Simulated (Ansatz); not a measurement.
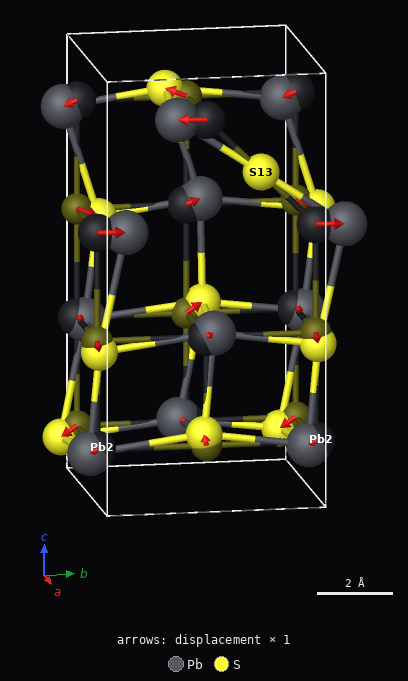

This is a relaxation of a defect cell of composition Pb₈S₇ (started half-way along a vacancy jump, in the symmetry of that start). The starting structure is drawn faded, the final one solid; red arrows show the displacements, at their true length.

Style: ball-and-stick. Shown: the cell of the calculation, slightly off an axis.

Computed with Ansatz, DFT PBE+D3(BJ), scalar-relativistic, plane waves, PAW. (plane-wave cutoff 420 eV; k-point mesh 4 × 4 × 2; occupations gaussian; smearing width 0.05 eV; no spin polarisation; atoms relaxed in a fixed cell; force threshold 0.02 eV/Å; at most 60 steps)

Question: What did the optimiser do to the structure, and how much energy did it gain?

Answer: The largest moves, 0.79 Å, are those of Pb atoms. By element the largest moves are Pb 0.79 Å, S 0.63 Å. The cell stays as it was. Some distances before and after: Pb–S 2.098 → 2.725 Å, Pb–S 2.967 → 3.327 Å, Pb–S 2.967 → 3.249 Å, Pb–S 2.967 → 3.212 Å. Among the angles between lasting bonds that change: Pb–S–Pb 90.0° → 105.5°, S–Pb–S 180.0° → 164.6°, Pb–S–Pb 180.0° → 164.6°. Over 12 accepted moves (13 points after the start) the energy falls by 4.238 eV per cell of the calculation. The largest force component goes from 7.4 to 0.0091 eV/Å. The line search rejected the trial step at point 8 of the run.

Limits of the set-up: the periodic images lie only 5.9 Å apart, so the values are limited by the cell's size.
